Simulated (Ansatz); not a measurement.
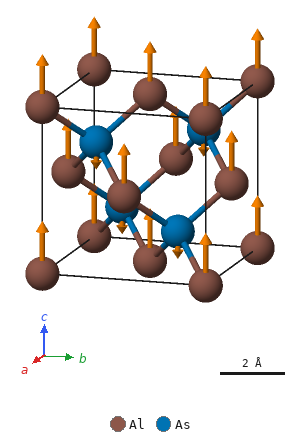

The lowest optical mode of solid AlAs relaxed at 20 GPa, space group F-43m (No. 216), at the zone centre. Displacements are drawn as orange arrows; their common scale and sign are arbitrary. The picture is a ball-and-stick view of the conventional cell (4 times the calculation's cell), seen slightly off an axis. Lengths and directions refer to the drawn axes.

These are results of DFT PBE, scalar-relativistic, plane waves, PAW (Ansatz 0.2.0), not measurements. Set-up: plane-wave cutoff 420 eV; k-point mesh 10 × 10 × 10; occupations fixed; target pressure 20 GPa; no spin polarisation.

Frequencies are those without the non-analytic (LO–TO) term.

**Is the structure stable against all modes at this point?**

Yes: this softest mode has a real frequency, and so have all others here. That speaks for this wave vector alone: the rest of the zone wasn't checked in this run. This is the T₂ mode (triply degenerate; one member of the set is drawn) at 431 cm⁻¹, the only optical level, infrared- and Raman-active by symmetry. The Al sublattice moves against the As sublattice, along c; the kinetic energy is shared as Al 74 %, As 26 %. Its infrared intensity is 14 (D/Å)²/amu for the set. The value is the transverse one; the longitudinal partner lies at 465 cm⁻¹.
